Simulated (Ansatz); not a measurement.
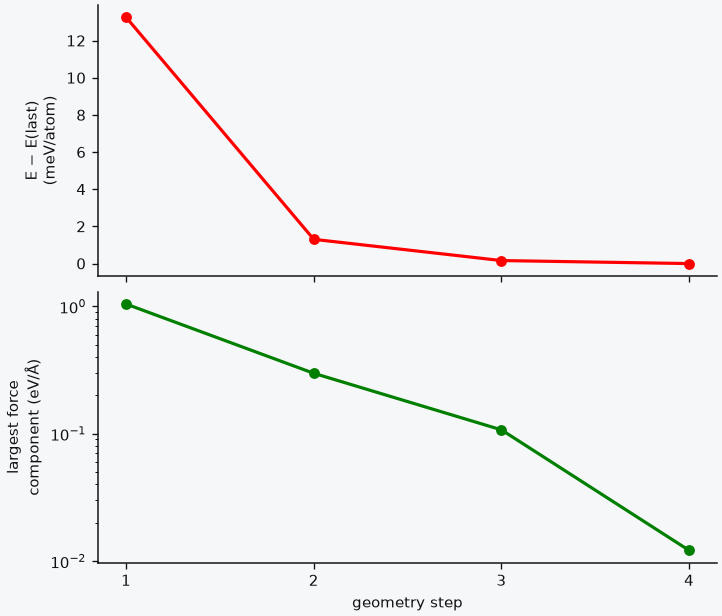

History of a geometry optimisation. Only the atoms move.

Ga16HN16 (defect cell, 33 atoms in the cell, total charge −1); DFT PBE, scalar-relativistic, plane waves, PAW (Ansatz 0.2.0); cutoff 420 eV, 2×2×2 k-mesh, Gaussian smearing of 0.01 eV.

**How did the optimisation end?**

The optimisation met its thresholds at geometry 4, counting the start as the first. The energy fell by about 13 meV/atom from the first step to the last. The largest force component goes from about 1 eV/Å at the start to 0.012 eV/Å at the end.
